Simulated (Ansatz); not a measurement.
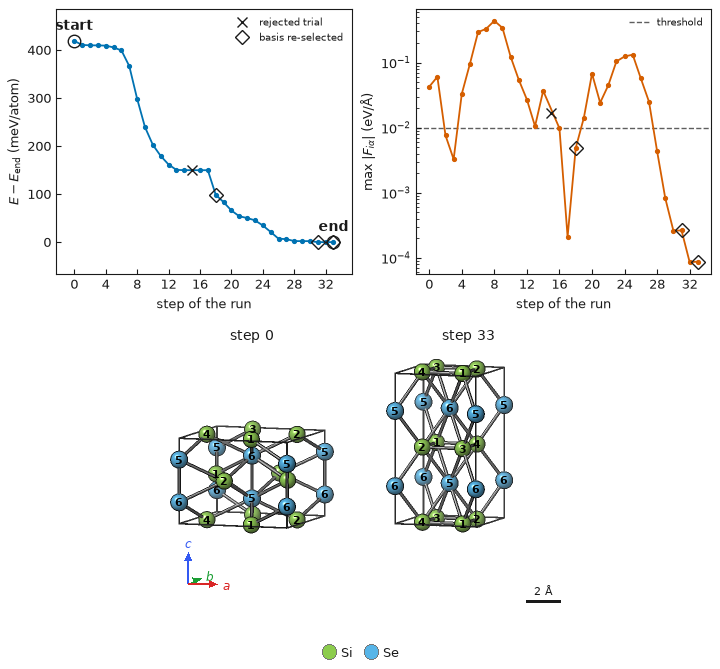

First and last geometry of a relaxation of a crystal of Si2Se (a generated structure, set up in I4/mcm), with the history of the run. The picture is a ball-and-stick view of the conventional cell (2 times the calculation's cell), seen slightly off an axis. Lengths and directions refer to the drawn axes.

Computed with Ansatz, DFT PBE, scalar-relativistic, plane waves, PAW. Settings: plane-wave cutoff 420 eV; k-point mesh 10 × 10 × 10; occupations gaussian; smearing width 0.1 eV; no spin polarisation; cell and atoms relaxed; force threshold 0.01 eV/Å; at most 80 steps.

Question: Did the run converge, and what did it change?

Answer: It converged. The largest moves relative to the cell, 0.89 Å, are those of Si1, Si2, Si3 and Si4. Si4 goes along [1 −1 0]. Se stays in place. The drawn cell changes as follows: a = b 6.780 → 5.074 Å (−25.2 %), c 5.101 → 8.976 Å (+76.0 %); the volume changes by −1.4 %. Near-neighbour distances that change, for instance: Si1–Si2 3.066 → 5.156 Å, Se5–Se6 2.550 → 4.488 Å, Si1–Si2 (another image) 3.788 → 2.537 Å, Si1–Si3 2.406 → 3.588 Å. The space group (tolerance 0.01 Å) goes from I4/mcm (No. 140) to P4/mmm (No. 123). The energy falls by 419 meV per atom in 29 accepted moves (33 points after the start). The largest force component goes from 0.043 to under 0.0001 eV/Å. The pressure goes from 0.11 to 0.02 GPa. The line search rejected the trial step at point 15 of the run. The SCF was repeated 3 times at an unchanged geometry on a basis and grid sized afresh for the cell, which shifted the energy by 50.8 meV per atom at most. Cost: 5.9 min on 1 thread of Intel(R) Xeon(R) 6975P-C (Granite Rapids), with other jobs on the host, peak memory 0.69 GiB.
